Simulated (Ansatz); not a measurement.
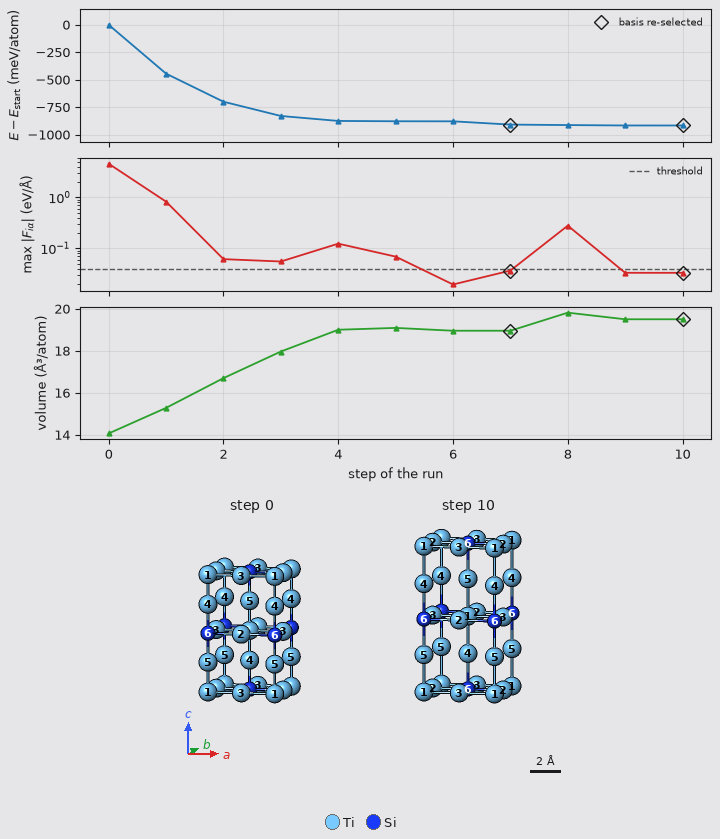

First and last geometry of a relaxation of crystalline Ti$_{5}$Si (a generated structure, set up in I4/mmm) (coarse preliminary run), with the history of the run. The picture is a ball-and-stick view of the conventional cell (2 times the calculation's cell), seen slightly off an axis. Lengths and directions refer to the drawn axes.

Level of theory: DFT PBE, scalar-relativistic, plane waves, PAW in Ansatz.

Input file:
```yaml
crystal:
  lattice:
    - [-2.30776256, 2.30776256, 3.96286938]
    - [2.30776256, -2.30776256, 3.96286938]
    - [2.30776256, 2.30776256, -3.96286938]
  atoms:
    - { symbol: Ti, position: [0.0, 0.0, 0.0] }
    - { symbol: Ti, position: [0.5, 0.0, 0.5] }
    - { symbol: Ti, position: [0.0, 0.5, 0.5] }
    - { symbol: Ti, position: [0.74678761, 0.74678761, 0.0] }
    - { symbol: Ti, position: [0.25321239, 0.25321239, 0.0] }
    - { symbol: Si, position: [0.5, 0.5, 0.0] }
basis:
  ecutwfc: 420
kpoints:
  mp_grid: { grid: [6, 6, 6] }
hamiltonian:
  xc: pbe
scf:
  occupations: { method: gaussian, width: 0.1 }
  lower_state_search: "off"
output:
  forces: true
  stress: true
  eigenvalues: true
relax:
  adjacent_minimum: "off"
  f_tol: 0.04
  max_steps: 70
  cell: { stress_tol: 0.4 }
```

Command:
```bash
ansatz run input.yaml --threads 1 --pin off --max-ram 2560MiB --backend cpu --events-out ev --progress --plain --runs-dir out
```

Question: What do the curves and the structures tell?

Answer: It converged. The energy falls by 916 meV per atom in 8 accepted moves (10 points after the start). Largest force component: 4.6 eV/Å at the start, 0.033 eV/Å at the end. Pressure: 51.87 GPa at the start and −0.01 GPa at the end. At 2 points the geometry stayed and the basis and grid were re-selected for the new cell (energy shift of 29.8 meV per atom at most each time). The largest moves relative to the cell, 0.030 Å, are those of Ti4 and Ti5. Ti4 goes along −c. Si stays in place. The drawn cell changes as follows: a = b 4.616 → 4.876 Å (+5.6 %), c 7.926 → 9.844 Å (+24.2 %); the volume changes by +38.6 %. Among the contacts that change: Ti1–Ti4 2.007 → 2.523 Å, Ti2–Ti4 3.058 → 3.508 Å, Ti4–Si6 1.956 → 2.399 Å, Ti2–Ti4 (another image) 3.025 → 3.421 Å. The space group stays I4/mmm (No. 139).

```json
{"step": "0", "E − E(0), meV/atom": "0.00", "largest force component, eV/Å": "4.5818", "pressure, GPa": "51.87", "volume, Å³/atom": "14.070", "note": ""}
{"step": "1", "E − E(0), meV/atom": "-444.13", "largest force component, eV/Å": "0.8250", "pressure, GPa": "31.67", "volume, Å³/atom": "15.287", "note": ""}
{"step": "2", "E − E(0), meV/atom": "-699.48", "largest force component, eV/Å": "0.0615", "pressure, GPa": "17.45", "volume, Å³/atom": "16.703", "note": ""}
{"step": "3", "E − E(0), meV/atom": "-829.19", "largest force component, eV/Å": "0.0553", "pressure, GPa": "7.31", "volume, Å³/atom": "17.969", "note": ""}
{"step": "4", "E − E(0), meV/atom": "-874.31", "largest force component, eV/Å": "0.1238", "pressure, GPa": "0.22", "volume, Å³/atom": "19.006", "note": ""}
{"step": "5", "E − E(0), meV/atom": "-877.22", "largest force component, eV/Å": "0.0690", "pressure, GPa": "-0.58", "volume, Å³/atom": "19.093", "note": ""}
{"step": "6", "E − E(0), meV/atom": "-877.78", "largest force component, eV/Å": "0.0196", "pressure, GPa": "0.07", "volume, Å³/atom": "18.959", "note": ""}
{"step": "7", "E − E(0), meV/atom": "-907.62", "largest force component, eV/Å": "0.0367", "pressure, GPa": "2.54", "volume, Å³/atom": "18.959", "note": "same geometry, new basis"}
{"step": "8", "E − E(0), meV/atom": "-911.85", "largest force component, eV/Å": "0.2794", "pressure, GPa": "-1.08", "volume, Å³/atom": "19.819", "note": ""}
{"step": "9", "E − E(0), meV/atom": "-915.58", "largest force component, eV/Å": "0.0332", "pressure, GPa": "0.00", "volume, Å³/atom": "19.504", "note": ""}
{"step": "10", "E − E(0), meV/atom": "-915.65", "largest force component, eV/Å": "0.0332", "pressure, GPa": "-0.01", "volume, Å³/atom": "19.504", "note": "same geometry, new basis"}
```
